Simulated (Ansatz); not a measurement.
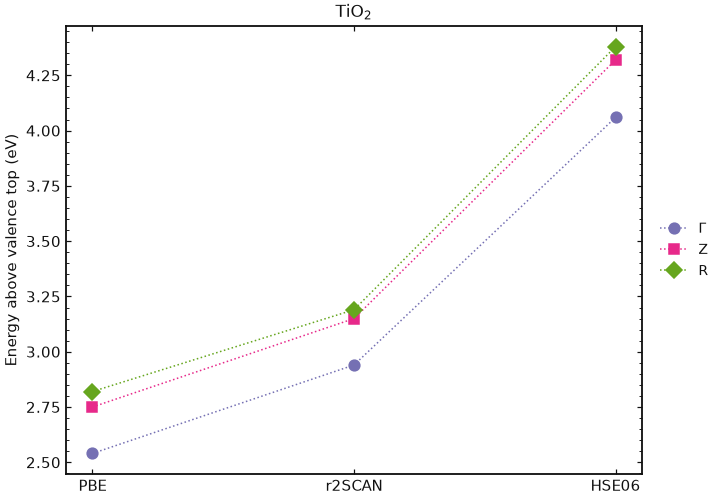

Lowest conduction level at each named k point, counted from the valence-band top at Z, by several methods on one cell of TiO₂, space group P4_2/nmc, 6 atoms in the cell, relaxed with r2SCAN; a = 3.367 Å, c = 5.205 Å (tetragonal axes). All runs are without spin-orbit coupling and carry no moments. The cell is at 6 GPa in PBE.

```
method  program  Γ (eV)  Z (eV)  R (eV)
   PBE   Ansatz    2.54    2.75    2.82
r2SCAN   Ansatz    2.94    3.15    3.19
 HSE06   Ansatz    4.06    4.32    4.38
```

Estimate the PBE0 values. It was run as: PBE0, Ansatz PAW set, 4×4×4 k mesh, 420 eV cutoff, fixed occupations (Ansatz).

Answer. PBE0 keeps the long-range exact exchange that HSE06 screens off, so it lies above HSE06, here by 0.75 eV at Γ. PBE0 gives 4.81 eV at Γ, 5.07 eV at Z and 5.14 eV at R, which is +2.27 eV from PBE at Γ.

Does PBE0 shift these levels rigidly from PBE?

Answer. The shifts are +2.27 eV at Γ, +2.32 eV at Z and +2.32 eV at R, and at points that aren't plotted +2.31 eV (X), +2.38 eV (M) and +2.36 eV (A): over the named points that both runs hold, a spread of 0.11 eV on a mean of 2.33 eV, so one shift describes them well.

How do the methods rank at Γ?

Answer. From low to high: PBE 2.54, r2SCAN 2.94, HSE06 4.06, PBE0 4.81 eV.

Settings. PBE: Ansatz PAW set, 8×8×6 k mesh, 420 eV cutoff, Fermi-Dirac smearing of 0.02 eV (Ansatz). r2SCAN: Ansatz PAW set, 8×8×6 k mesh, 500 eV cutoff, fixed occupations (Ansatz). HSE06: Ansatz PAW set, 4×4×4 k mesh, 420 eV cutoff, fixed occupations (Ansatz).

The usual form of TiO2 is rutile or anatase. r2SCAN, HSE06 and PBE0: the PAW data sets were made with another functional. LDA, GGA and most meta-GGA functionals understate gaps. HSE06 and PBE0: the k mesh is coarse, so the values aren't converged, least of all with exact exchange.
